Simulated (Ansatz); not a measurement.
```
Co O
1.0
     3.20444    0.00000    0.00000
    -1.60222    2.77513    0.00000
     0.00000    0.00000    7.69941
Co O
3 3
Direct
  0.66667 0.33333 0.33231
  0.33333 0.66667 0.66564
  0.00000 0.00000 0.99898
  0.66667 0.33333 0.08435
  0.33333 0.66667 0.41769
  0.00000 0.00000 0.75102
```

Space group R3m; a structure from a database of computed crystals, not necessarily the ambient phase; spin-polarised.

Level of theory: Kohn-Sham DFT of a periodic cell, PBE, Ansatz PAW (Ansatz 0.2.0).

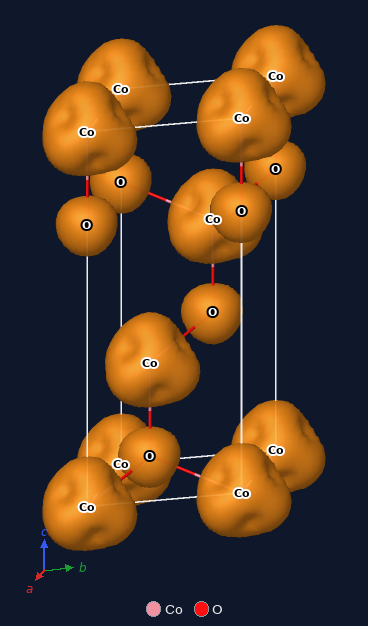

CoO. Isosurfaces of the spin density (up minus down) at +0.1 (orange) and −0.1 e/Å³ (purple), seen slightly off an axis. Sticks mark near contacts.

**Describe the spin distribution.**

The spin density sits on Co: +2.2 μB (×3) in one cell of 6 atoms, with smaller moments on other sites: O (up to +0.30 μB): parallel moments (a ferromagnetic arrangement) in this solution. The cell of the calculation (2 atoms) carries 2.8 μB of net spin moment. Only one sign reaches the isovalue.
